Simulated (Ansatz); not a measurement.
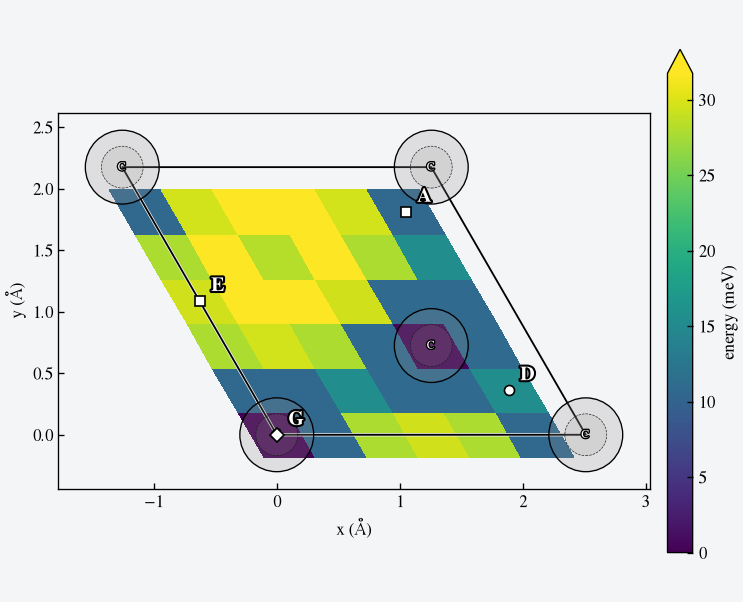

Cl on a C(001) slab cut from the P6_3/mmc phase, its upper half relaxed before the scan (32 atoms of substrate and one adsorbate in a 2 × 2 cell). Cl is moved over the surface cell; relaxed at each place: the height of the adsorbate's atoms; substrate rigid; the origin of the map has the adsorbate above C25. Places are given modulo a cell vector. The map is drawn in real space over the plane of the surface. Grid: 6 × 6 points; 10 points were computed and 26 follow by symmetry. Places are given in fractions of the 1 × 1 surface cell. Energies are in meV, from the lowest grid point. Theory: Ansatz 0.2.0, DFT PBE, scalar-relativistic, plane waves, PAW. Settings: cutoff 420 eV, k-mesh 6×6×1, gaussian smearing 0.05 eV, spin-polarised.

Drawn: one coloured cell a grid point, labelled circles for the atoms of the top layer and small ones for the second layer, the outline of one cell of the plane, one colour for all values above the top of the scale, lettered points.

> Is A the lowest point of the computed grid?

No. A lies 10.6 meV above the lowest grid point, which is at the top site over a surface C atom, (0/6, 0/6) of the cell vectors.

> Rank the lettered points by energy, lowest first.

G (0.0 meV), A (10.6 meV), D (15.5 meV), E (29.5 meV).

PAW datasets: the set soft_1.
